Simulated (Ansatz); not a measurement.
**Al: single-point calculation**

The run: single-point calculation of Al (slab, 12 atoms in the cell). Method and program: DFT PBE, scalar-relativistic, plane waves, PAW, PAW set soft_1, no spin polarisation (Ansatz 0.2.0).

The structure derives from an entry of the Crystallography Open Database. Figures and captions count atoms from 1; the log counts them from 0 in places.

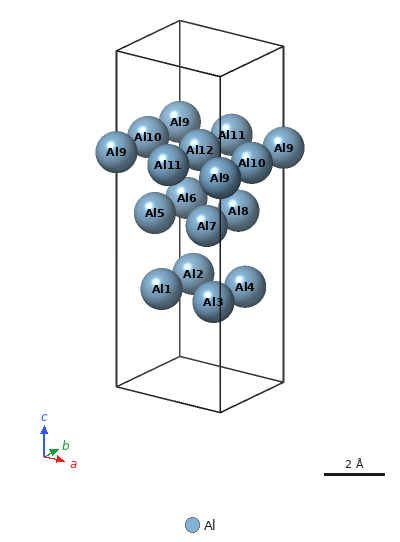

*The structure as given in the input (spheres-only view of the cell of the calculation, with the vacuum cut short, seen slightly off an axis; atoms are numbered from 1 in the order of the input). An atom can appear more than once, as a periodic image.*

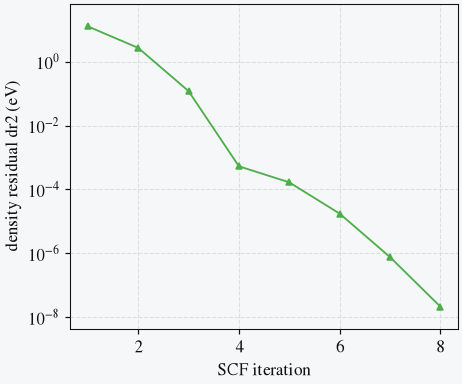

*Convergence of the self-consistent field: density residual dr2 against the SCF iteration.*

The residual falls at every step.

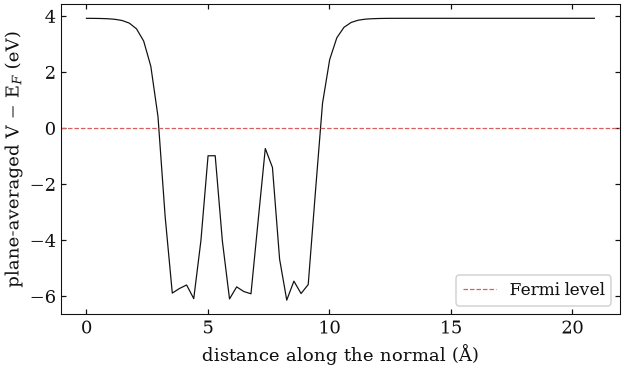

*Plane average of the electrostatic potential energy of an electron across the cell, from the Fermi level.*

The vacuum level lies 3.91 eV above the Fermi level.

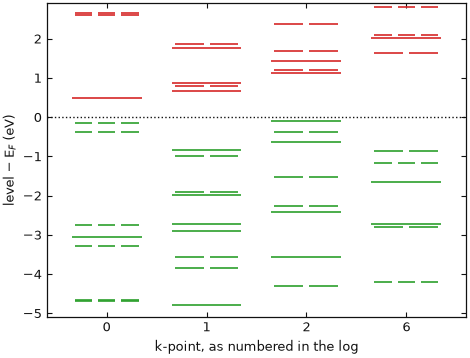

*Kohn–Sham levels near the Fermi level (dotted) at the few k-points that the log prints; levels within 0.02 eV of each other stand side by side.*

The system is metallic on the full mesh.

The input that produced these results follows, with the program's output.

The input:
```yaml
crystal:
  lattice:
    - [5.7135165839, 0.0, 0.0]
    - [-2.8567582919, 4.9480505066, 0.0]
    - [0.0, 0.0, 21.2013781942]
  atoms:
    - { symbol: Al, position: [0.3333333333, 0.1666666667, 0.1886669802] }
    - { symbol: Al, position: [0.3333333333, 0.6666666667, 0.1886669802] }
    - { symbol: Al, position: [0.8333333333, 0.1666666667, 0.1886669802] }
    - { symbol: Al, position: [0.8333333333, 0.6666666667, 0.1886669802] }
    - { symbol: Al, position: [0.1666666667, 0.3333333333, 0.2971844467] }
    - { symbol: Al, position: [0.1666666667, 0.8333333333, 0.2971844467] }
    - { symbol: Al, position: [0.6666666667, 0.3333333333, 0.2971844467] }
    - { symbol: Al, position: [0.6666666667, 0.8333333333, 0.2971844467] }
    - { symbol: Al, position: [0.0, 0.0, 0.4056990124] }
    - { symbol: Al, position: [0.0, 0.5, 0.4056990124] }
    - { symbol: Al, position: [0.5, 0.0, 0.4056990124] }
    - { symbol: Al, position: [0.5, 0.5, 0.4056990124] }
basis:
  ecutwfc: 420
kpoints:
  mp_grid: { grid: [6, 6, 1] }
hamiltonian:
  xc: pbe
  pseudopotentials: { kind: paw, azcp: { folder: soft_1 } }
scf:
  occupations: { method: gaussian, width: 0.1 }
output:
  forces: true
  eigenvalues: true
efield:
  axis: 3
  dipole_correction: true
  ramp_width: 0.04
```

Command:
```bash
ansatz run input.yaml --threads 1 --pin off --max-ram 3072MiB --backend cpu --events-out ev --progress --plain --runs-dir out
```

The program's output:
```
Engine: ansatz 0.2.0, x86_64-unknown-linux-gnu
Pseudopotentials: kind: paw
Pseudopotential: Al, paw, valence charge 3, recommended cutoff 420 eV (normal), [file]
Functional definition: PBE
  parameter kappa = 0.804
  parameter beta = 0.06672455060314922
  exchange = pbe_x(kappa = kappa, mu = beta*pi^2/3)
  correlation = pbe_c(beta = beta)
Crystal: 12 atoms, lattice volume = 599.379 Å³
Basis set: ecut = 420 eV, 11807 PW (Γ), exchange–correlation on 80×80×288 points (8 copies of the dense FFT grid, shifted against one another)
Bands: 30, of which v1, the nominal top of the filled ones, is band 18 counted from 1 (17 counted from 0)
Symmetry: 24 space group operations
k-points: 7 of 36 (time reversal used)
Non-local potential: Al, projectors of the file, l = 0: 2, l = 1: 2, l = 2: 1
PAW form: soft (Blöchl's): semilocal exchange-correlation on the pseudo side does not see the compensation charge
PAW one-centre angular grid: Al, 110 points (default); XC on 64 Gauss nodes
Initial density: superposition of atomic densities (neutral atoms: chi_scale 0, normalization atom)
Initial wavefunctions: pseudopotential atomic-orbital guess
Functional: x = pbe(κ = 0.804, μ = 0.2195149727645171), c = pbe(β = 0.06672455060314922)
SCF iter   1: F=—  HF=-6449.520888 eV  |F-HF|=—  |Δ(HF+E_count)|=         —  Δρ=1.72e-2  dr2=1.27e1  ethr=3.10e-3  p=-0.000 e·Å  D=-4.75e-9 V/Å  ΔV_dip=0.00 eV  dr2_dipole=1.93e-8  V_vac-E_F(+/−)=6.44/6.44 eV  ⟨swp⟩=8.9  Hψ=1363  notcnv=0
efield: sawtooth ramp at fractional position 0.7772 (placed from the atoms, in the widest stretch of the axis that holds none; the zero of the levels goes with the place), width 0.0400; the density the first Hamiltonian is built on has a dipole p = -0.000 e·Å; the dipole correction subtracts the counter field D = -4.75e-9 V/Å, which shifts the + side's vacuum level by +0.00 eV against the − side's; the planar-averaged density in the ramp window peaks in size at 1.7e-8 e/Å³
preconditioner: auto → LDOS  [metal: Δε(μ)=0.093 eV  Ē_g=6.373 eV  σ=0.100 eV  W_gap=0.46  n_scr=52 (ndim 8)  ℏωp=9.1 eV  f_vac=0.517  D(μ)=5.91/eV (n_scr^D=26)  β→1.0]
SCF iter   2: F=—  HF=-6447.443148 eV  |F-HF|=—  |Δ(HF+E_count)|=    2.08e0  Δρ=9.34e-3  dr2=2.70e0  ethr=3.10e-3  p=-0.005 e·Å  D=-1.38e-3 V/Å  ΔV_dip=0.03 eV  dr2_dipole=2.94e-4  V_vac-E_F(+/−)=3.33/3.30 eV  ⟨swp⟩=4.0  Hψ=537  notcnv=0  defer=27
SCF iter   3: F=—  HF=-6447.223027 eV  |F-HF|=—  |Δ(HF+E_count)|=   2.20e-1  Δρ=1.77e-3  dr2=1.20e-1  ethr=3.10e-3  p=0.001 e·Å  D=2.41e-4 V/Å  ΔV_dip=-0.01 eV  dr2_dipole=2.60e-6  V_vac-E_F(+/−)=4.16/4.17 eV  ⟨swp⟩=3.9  Hψ=466  notcnv=0  defer=29
SCF iter   4: F=—  HF=-6447.210134 eV  |F-HF|=—  |Δ(HF+E_count)|=   1.29e-2  Δρ=2.88e-4  dr2=5.32e-4  ethr=3.33e-4  p=-0.001 e·Å  D=-2.33e-4 V/Å  ΔV_dip=0.00 eV  dr2_dipole=1.20e-6  V_vac-E_F(+/−)=3.94/3.93 eV  ⟨swp⟩=2.0  Hψ=260  notcnv=0  defer=29
SCF iter   5: F=—  HF=-6447.210315 eV  |F-HF|=—  |Δ(HF+E_count)|=   1.82e-4  Δρ=8.29e-5  dr2=1.67e-4  ethr=1.48e-6  p=0.000 e·Å  D=7.92e-5 V/Å  ΔV_dip=-0.00 eV  dr2_dipole=1.04e-5  V_vac-E_F(+/−)=3.92/3.92 eV  ⟨swp⟩=3.6  Hψ=437  notcnv=0  defer=29
SCF iter   6: F=—  HF=-6447.210323 eV  |F-HF|=—  |Δ(HF+E_count)|=   8.27e-6  Δρ=2.85e-5  dr2=1.76e-5  ethr=4.63e-7  p=-0.000 e·Å  D=-3.65e-5 V/Å  ΔV_dip=0.00 eV  dr2_dipole=2.36e-7  V_vac-E_F(+/−)=3.92/3.92 eV  ⟨swp⟩=2.6  Hψ=294  notcnv=0  defer=29
SCF iter   7: F=—  HF=-6447.210365 eV  |F-HF|=—  |Δ(HF+E_count)|=   4.16e-5  Δρ=6.41e-6  dr2=7.67e-7  ethr=4.88e-8  p=-0.000 e·Å  D=-1.28e-5 V/Å  ΔV_dip=0.00 eV  dr2_dipole=2.53e-8  V_vac-E_F(+/−)=3.91/3.91 eV  ⟨swp⟩=2.6  Hψ=337  notcnv=0  defer=29
SCF iter   8: F=-6447.210365 eV  HF=-6447.210365 eV  |F-HF|=3.80e-8  |Δ(HF+E_count)|=   4.10e-7  Δρ=1.12e-6  dr2=2.16e-8  ethr=2.78e-10  p=0.000 e·Å  D=1.25e-6 V/Å  ΔV_dip=-0.00 eV  dr2_dipole=1.73e-10  V_vac-E_F(+/−)=3.91/3.91 eV  ⟨swp⟩=29.3  Hψ=1565  notcnv=0
SCF 1 converged in 8 iterations: F = -6447.210365 eV  dr2 = 2.16e-8
  greatest PAW one-centre occupation: 0.463 electrons in one spin orbital (limit 2), on the Al atom at site 3 (counted from 0), in its partial waves of l = 0
SCF converged after 8 iterations
Free energy (F): -6447.210365 eV
Harris-Foulkes:  -6447.210365 eV  (|F-HF|=3.80e-8)
Internal energy: -6447.179221 eV  (E = F + TS)
E sigma→0 (E₀):  -6447.194793 eV
Entropy (-TS):   -0.031144 eV (-2.595 meV/atom)
Fermi energy:    0.036500 eV
Dipole field:    D = -0.000009 V/Å  (p = -0.000030 e·Å, saw-weighted, corrected)
Work function:   Φ+ = 3.9139 eV   Φ− = 3.9137 eV
Levels:          The Fermi level and band energies are counted from a zero that moves with the ramp; work functions are not
--- Per-component energies (eV) ---
  E_band       = -145.902322
  E_kinetic    = 257.784489
  E_local      = -6609.287415  (includes V_loc(G=0)·N_el)
  E_nonlocal   = 121.572812
  E_hartree    = 3232.719786
  E_xc         = -444.518623
  E_vxc        = -339.522686  (∫ρ·V_xc dr)
  E_paw        = -5632.696575  (= ΣΔE_a)
  E_vpaw       = -41.890962  (= ΣTr[D̂ρ^β])
  E_aug_tail   = -0.000027  (compensation charges beyond the density's cutoff)
  E_efield     = 0.000000  (sawtooth field / dipole correction)
  E_vefield    = 0.000000  (∫n·V_field dr)
  E_ewald      = 2627.246331
  E_smearing   = -0.031144  (= −TS)
  E_closure    = -0.000000  (closes the sum)
  Σ components = -6447.210365   (vs F -6447.210365, Δ=0.00e0)
--- Forces (eV/Å), atoms counted from 1 ---
  atom   1  Al    -0.00000000     0.00000000     0.00341689
  atom   2  Al    -0.00000000     0.00000000     0.00341689
  atom   3  Al    -0.00000000     0.00000000     0.00341689
  atom   4  Al     0.00000000    -0.00000000     0.00341689
  atom   5  Al    -0.00000000     0.00000000    -0.00017074
  atom   6  Al    -0.00000000     0.00000000    -0.00017074
  atom   7  Al    -0.00000000    -0.00000000    -0.00017074
  atom   8  Al    -0.00000000    -0.00000000    -0.00017074
  atom   9  Al     0.00000000    -0.00000000    -0.00325036
  atom  10  Al     0.00000000    -0.00000000    -0.00325036
  atom  11  Al     0.00000000    -0.00000000    -0.00325036
  atom  12  Al     0.00000000     0.00000000    -0.00325036
  max |Σ_I F_I| component: 1.69e-5 eV/Å
--- Band table (eV; the first three rows and the last of 7) ---
  k-point 0: bands = ["-10.5284", "-8.8223", "-6.1238", "-4.6558", "-4.6558", "-4.6558", "-4.6244", "-4.6244", "-4.6244", "-3.2449", "-3.2449", "-3.2449", "-3.0178", "-2.7000", "-2.7000", "-2.7000", "-0.3499", "-0.3499", "-0.3499", "-0.1147", "-0.1147", "-0.1147", "0.5374", "2.6319", "2.6319", "2.6319", "2.6800", "2.6800", "2.6800", "2.9914"]
  k-point 1: bands = ["-10.3612", "-8.6563", "-6.4090", "-5.9583", "-5.4398", "-5.4398", "-4.7444", "-3.8027", "-3.8027", "-3.5381", "-3.5381", "-2.8603", "-2.6976", "-1.9476", "-1.8810", "-1.8810", "-0.9572", "-0.9572", "-0.8016", "0.6943", "0.8220", "0.8220", "0.9198", "1.8117", "1.8964", "1.8964", "3.1532", "3.6631", "3.6631", "3.9262"]
  k-point 2: bands = ["-9.8609", "-8.1598", "-7.8775", "-6.1935", "-5.9229", "-5.9229", "-5.4636", "-4.2651", "-4.2651", "-3.5246", "-2.3885", "-2.2323", "-2.2323", "-1.4851", "-1.4851", "-0.6066", "-0.3468", "-0.3468", "-0.0551", "1.1559", "1.2307", "1.2307", "1.4746", "1.7245", "1.7245", "2.4024", "2.4024", "3.1807", "3.4755", "3.4755"]
  k-point 6: bands = ["-8.5355", "-8.5355", "-8.5355", "-6.8453", "-6.8453", "-6.8453", "-4.1605", "-4.1605", "-4.1605", "-2.7636", "-2.7636", "-2.6956", "-1.6203", "-1.1393", "-1.1393", "-1.1393", "-0.8301", "-0.8301", "1.6759", "1.6759", "2.0648", "2.1285", "2.1285", "2.1285", "2.8486", "2.8486", "2.8486", "3.3745", "3.3745", "3.3745"]
```

Results in brief:

```csv
quantity,value
outcome,converged
electrons treated,36
free energy,−6447.2104 eV
"work function, top face",3.91 eV
"work function, bottom face",3.91 eV
Fermi energy,0.037 eV
gap on the k-point mesh,none (metallic)
work function (upper face),3.91 eV
largest force (length of the vector),0.003 eV/Å
hardware,"1 thread of Intel Xeon (Granite Rapids), 32 GiB of memory available, shared host"
wall time,6.4 s
peak memory,0.63 GiB
```
